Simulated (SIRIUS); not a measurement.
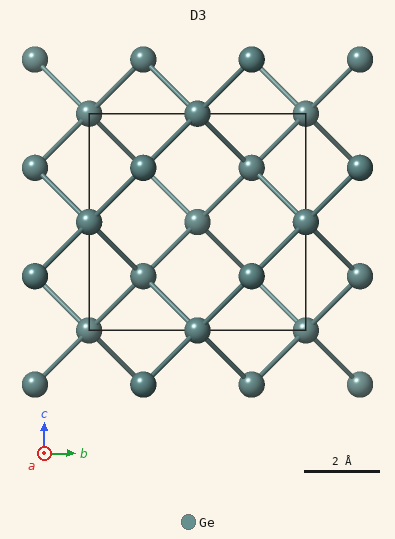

Crystalline Ge (set up in Fd-3m), relaxed (cell and atoms) with several dispersion corrections. The picture shows the result with D3. Style: ball-and-stick. Shown: the conventional cell (4 times the calculation's cell), along the a axis. Lengths and directions refer to the drawn axes.

Computed with SIRIUS 7.12.0: revPBE, dojo-sr-pbe-0.4.1-standard. (plane-wave cutoff 1078 eV; k-point mesh 4 × 4 × 4; occupations fermi-dirac; smearing width 0.05 eV; optimiser BFGS; no spin polarisation)

| dispersion correction | volume (Å³/atom) | a (Å) |
| --- | --- | --- |
| D3 | 24.425 | 5.803 |
| D3(BJ) | 23.433 | 5.723 |
| none | 25.113 | 5.857 |
| D4 | ? | ? |

**Fill in the missing row.**

With D4 the volume falls between D3(BJ) (23.433) and D3 (24.425). The calculation gives 23.470 Å³/atom (a = 5.726 Å). In order of volume: D3(BJ) < D4 < D3 < none; the spread is 7.2 %.

Each member starts from this one structure; whether another phase lies lower wasn't checked.
